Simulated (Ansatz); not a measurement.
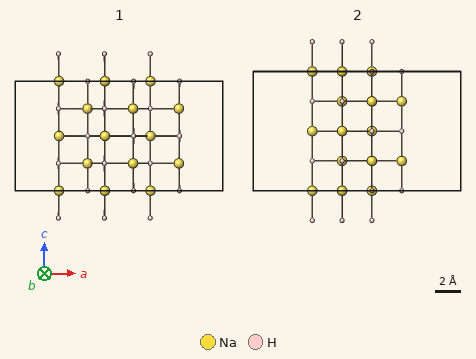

Two geometries of a wire of composition NaH, drawn at one scale. One is the start of a relaxation, the other its converged end. The picture is a ball-and-stick view of the 2 repeat of the cell, with the vacuum cut short, seen along the b axis.

Level of theory: DFT PBE, scalar-relativistic, plane waves, PAW in Ansatz 0.2.0. Set-up: plane-wave cutoff 420 eV; k-point mesh 1 × 1 × 7; occupations gaussian; smearing width 0.05 eV; no spin polarisation; cell relaxed at fixed a, b, alpha, beta, gamma; force threshold 0.02 eV/Å; at most 45 steps.

### Which one is relaxed?

Structure 1 is the relaxed one. Case: wire along [0 0 1], 16 atoms a period. The largest moves relative to the layer's centre, 1.35 Å, are those of Na atoms. Largest moves by element: Na 1.35 Å, H 1.32 Å. Along the periodic axis the drawn cell goes c 9.664 → 8.881 Å (−8.1 %). Some distances before and after: H–Na 2.416 → 5.086 Å, Na–Na 3.417 → 3.183 Å, H–Na 2.416 → 2.221 Å, Na–Na 3.417 → 3.243 Å. Bond angles that change, for instance: Na–H–Na 180.0° → 107.4°, H–Na–H 180.0° → 109.4°, H–Na–H 90.0° → 127.3°. After 10 accepted moves (12 points after the start) the energy has fallen by 0.978 eV per cell of the calculation. Largest force component: 0.32 eV/Å at the start, 0.002 eV/Å at the end. The line search rejected the trial step at point 10 of the run. At 1 point the geometry stayed and the basis and grid were re-selected for the new cell (energy shift of 5.8 meV per cell of the calculation at most each time). The run took 2.1 min on 4 threads of Intel(R) Xeon(R) Platinum 8259CL CPU @ 2.50GHz (Skylake/Cascade Lake) (shared host), peak memory 1.7 GiB.
